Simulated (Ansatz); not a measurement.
## A series of single points on ZrN

System: ZrN (Fm-3m, 2 atoms in the cell).
Method: DFT PBEsol, scalar-relativistic, plane waves, PAW, no spin polarisation (Ansatz 0.2.0).

The 6 runs differ only in the geometry, by an even scaling of the cell at fixed fractional positions.

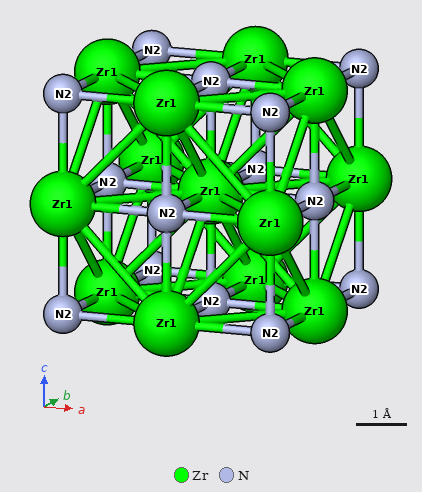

Figure 1. The structure of run 4 (ball-and-stick view of the cell 4 times as large as that of the calculation, set on its symmetry axes, seen slightly off an axis; atoms are numbered from 1 in the order of the input).

## Input of run 4
```yaml
crystal:
  lattice:
    - [0.0, 2.2758239707, 2.2758239707]
    - [2.2758239707, 0.0, 2.2758239707]
    - [2.2758239707, 2.2758239707, 0.0]
  atoms:
    - { symbol: Zr, position: [0.5, 0.5, 0.5] }
    - { symbol: "N", position: [0.0, 0.0, 0.0] }
basis:
  ecutwfc: 420
  ecutrho_ratio: 4
kpoints:
  mp_grid: { grid: [12, 12, 12] }
hamiltonian:
  xc: pbesol
scf:
  occupations: { method: gaussian, width: 0.05 }
output:
  forces: true
  stress: true
  eigenvalues: true
```

Command:
```bash
ansatz run input.yaml --threads 4 --pin off --max-ram 4096MiB --backend cpu --events-out ev --progress --plain --runs-dir out
```

Lattice vectors (Å) and fractional positions of run 4:
```
   0.000000    2.275824    2.275824
   2.275824    0.000000    2.275824
   2.275824    2.275824    0.000000
Zr  0.500000  0.500000  0.500000
N   0.000000  0.000000  0.000000
```

Run 5 differs from it as follows:
```diff
-    - [0.0, 2.2758239707, 2.2758239707]
-    - [2.2758239707, 0.0, 2.2758239707]
-    - [2.2758239707, 2.2758239707, 0.0]
+    - [0.0, 2.2908960919, 2.2908960919]
+    - [2.2908960919, 0.0, 2.2908960919]
+    - [2.2908960919, 2.2908960919, 0.0]
```

## Results, with one run withheld

```csv
run,volume per atom (Å³),"free energy per atom, from the lowest run given (meV)",pressure (GPa)
1,11.316,17.05,12.02
2,11.552,4.14,5.69
3,11.604,2.48,4.37
4,11.787,0.00,0.01
5,12.023,?,?
6,12.038,4.31,−5.40
```

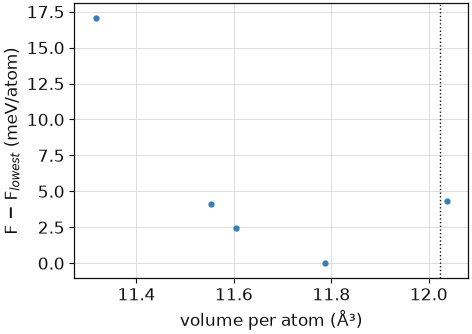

Figure 2. Free energy per atom of the runs given; the dotted line marks run 5.

Fit the runs given and predict run 5.

A cubic polynomial in V^(−2/3) (the Birch–Murnaghan form), fitted to the 5 runs given, misses them by at most 0.01 meV per atom. With x = V^(−2/3) − 0.19453 Å⁻², it reads F = 1.2899 + 1761.2 x + 5.9919e+05 x² − 3.2069e+05 x³ (meV per atom). At run 5 it gives 3.82 meV per atom, and the run itself gives 3.81. The slope of the fit gives a pressure −dF/dV of −5.13 GPa there, and the run prints −5.10 GPa. The fit has its minimum at 11.788 Å³ per atom, where V d²F/dV² gives 270 GPa: the bulk modulus at this level, since symmetry fixes the shape and the positions.

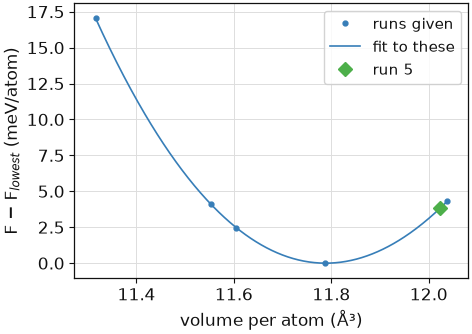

Figure 3. The fit and the withheld run.

## Output, shortened to warnings, some set-up lines, iterations and results (run 5)
```
Basis set: ecut = 420 eV, 459 PW (Γ), exchange–correlation on 48×48×48 points (8 copies of the dense FFT grid, shifted against one another)
Symmetry: 48 space group operations
k-points: 72 of 1728
Initial density: superposition of atomic densities (neutral atoms: chi_scale 0, normalization atom), corrected by the library's trained network
[...]
SCF iter   1: F=—  HF=-4510.984251 eV  |F-HF|=—  |Δ(HF+E_count)|=         —  Δρ=1.18e-2  dr2=3.38e-2  ethr=1.77e-3  ⟨swp⟩=5.1  Hψ=4632  notcnv=0
SCF iter   2: F=—  HF=-4510.976393 eV  |F-HF|=—  |Δ(HF+E_count)|=   7.86e-3  Δρ=2.92e-3  dr2=2.45e-3  ethr=1.99e-4  ⟨swp⟩=2.0  Hψ=1763  notcnv=0  defer=32
SCF iter   3: F=—  HF=-4510.975907 eV  |F-HF|=—  |Δ(HF+E_count)|=   4.86e-4  Δρ=5.14e-4  dr2=4.60e-5  ethr=1.44e-5  ⟨swp⟩=2.0  Hψ=1090  notcnv=0  defer=32
SCF iter   4: F=—  HF=-4510.975902 eV  |F-HF|=—  |Δ(HF+E_count)|=   5.39e-6  Δρ=9.87e-5  dr2=1.44e-6  ethr=2.71e-7  ⟨swp⟩=2.4  Hψ=1171  notcnv=0  defer=32
SCF iter   5: F=-4510.975902 eV  HF=-4510.975902 eV  |F-HF|=2.28e-9  |Δ(HF+E_count)|=   1.32e-7  Δρ=7.67e-6  dr2=5.61e-9  ethr=8.46e-9  ⟨swp⟩=2.5  Hψ=1248  notcnv=0  defer=32
SCF iter   6: F=-4510.975902 eV  HF=-4510.975902 eV  |F-HF|=5.28e-11  |Δ(HF+E_count)|=   3.20e-9  Δρ=1.03e-6  dr2=9.36e-11  ethr=3.30e-11  ⟨swp⟩=3.0  Hψ=3198  notcnv=0
SCF 1 converged in 6 iterations: F = -4510.975902 eV  dr2 = 9.36e-11
SCF converged after 6 iterations
Free energy (F): -4510.975902 eV
Harris-Foulkes:  -4510.975902 eV  (|F-HF|=5.28e-11)
Internal energy: -4510.975862 eV  (E = F + TS)
E sigma→0 (E₀):  -4510.975882 eV
Entropy (-TS):   -0.000040 eV (-0.020 meV/atom)
Fermi energy:    17.542925 eV
--- Per-component energies (eV) ---
  E_band       = -26.900405
  E_kinetic    = 466.717061
  E_local      = -621.822586  (includes V_loc(G=0)·N_el)
  E_nonlocal   = 124.855680
  E_hartree    = 186.232946
  E_xc         = -222.387356
  E_vxc        = -269.572249  (∫ρ·V_xc dr)
  E_paw        = -3021.691642  (= ΣΔE_a)
  E_vpaw       = -99.544358  (= ΣTr[D̂ρ^β])
  E_aug_tail   = 0.000112  (compensation charges beyond the density's cutoff)
  E_ewald      = -1423.073896
  E_core_change = 0.193819  (= ΣΔE_core)
  E_smearing   = -0.000040  (= −TS)
  E_closure    = -0.000000  (closes the sum)
  Σ components = -4510.975902   (vs F -4510.975902, Δ=0.00e0)
--- Forces (eV/Å), atoms counted from 1 ---
  atom   1  Zr     0.00000000    -0.00000000    -0.00000000
  atom   2  N     -0.00000000    -0.00000000    -0.00000000
  max |Σ_I F_I| component: 4.02e-29 eV/Å
--- Stress (GPa, compression-positive) ---
       -5.103773       0.000000       0.000000
        0.000000      -5.103773       0.000000
        0.000000      -0.000000      -5.103773
  P = ⅓ Tr σ = -5.1038 GPa (-51.038 kbar)
```

Notes: The cell holds an odd number of electrons but the run has no spin polarisation, so it comes out as a metal.
